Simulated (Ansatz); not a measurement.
System: Si$_{24}$C$_{23}$ (cell charge +1, with a compensating background) (cell with a defect).

```
Si C
1.0
     6.15200    0.00000    0.00000
    -4.61400    7.99168    0.00000
     0.00000    0.00000   10.09600
Si C
24 23
Cartesian
  -0.0027 1.8141 10.0636
  0.0019 1.7621 5.0802
  -1.5465 4.4567 0.0143
  -1.5388 4.4267 5.0624
  -3.0786 7.1056 0.0236
  -3.0729 7.0860 5.0837
  3.0752 1.7998 0.0213
  3.0768 1.7753 5.0908
  1.5462 4.4544 0.0146
  1.5392 4.4280 5.0625
  0.0030 7.1058 0.0220
  -0.0009 7.0893 5.0838
  1.5989 0.8617 2.5895
  1.5343 0.8897 7.5980
  -0.0053 3.5324 2.5203
  0.0003 3.5564 7.5814
  -1.5292 6.2187 2.5615
  -1.5366 6.2173 7.5952
  4.5531 0.8737 2.5856
  4.6178 0.8912 7.5975
  3.0738 3.5601 2.5579
  3.0764 3.5584 7.5898
  1.5303 6.2099 2.5609
  1.5374 6.2147 7.5949
  0.0004 1.7773 6.9731
  -1.5365 4.4256 1.9090
  -1.5346 4.4397 6.9609
  -3.0830 7.0973 1.9197
  -3.0765 7.1048 6.9787
  3.0740 1.8015 1.9105
  3.0763 1.7778 6.9872
  1.5329 4.4220 1.9101
  1.5352 4.4383 6.9606
  0.0103 7.1145 1.9170
  0.0014 7.1075 6.9786
  1.5441 0.8757 4.4624
  1.5346 0.9018 9.5240
  0.0002 3.5179 4.4131
  -0.0003 3.5798 9.4923
  -1.5347 6.2051 4.4459
  -1.5383 6.2299 9.4937
  4.6118 0.8796 4.4577
  4.6146 0.9011 9.5211
  3.0757 3.5422 4.4460
  3.0761 3.5650 9.4860
  1.5364 6.2066 4.4487
  1.5388 6.2256 9.4929
```

Spin-polarised.

All numbers below come from DFT, r2SCAN, plane-wave PAW, default files, scalar-relativistic (Ansatz).

> What can the converged valence pseudo-density and electron localisation function tell about the bonding?

Si–C (1.87 Å): the density is about 0.9 e/Å³ at the midpoint; the ELF peaks at about 0.95 between the atoms (a covalent bond).
Si–C (1.87 Å): the density is about 0.9 e/Å³ at the midpoint; the ELF peaks at about 0.95 between the atoms (a shared electron pair).

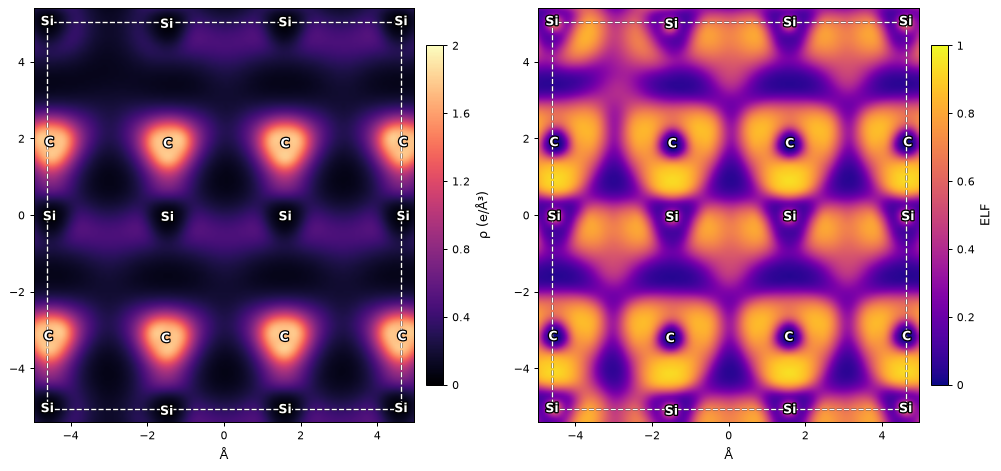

Computed valence pseudo-density and electron localisation function on the (100) plane of the calculation cell, in this order. Atoms just off the plane (Si, 0.9 Å away and C, 0.9 Å away) can leave unmarked features too.

Core electrons are frozen (PAW), and the valence fields are smoothed inside the atomic spheres.
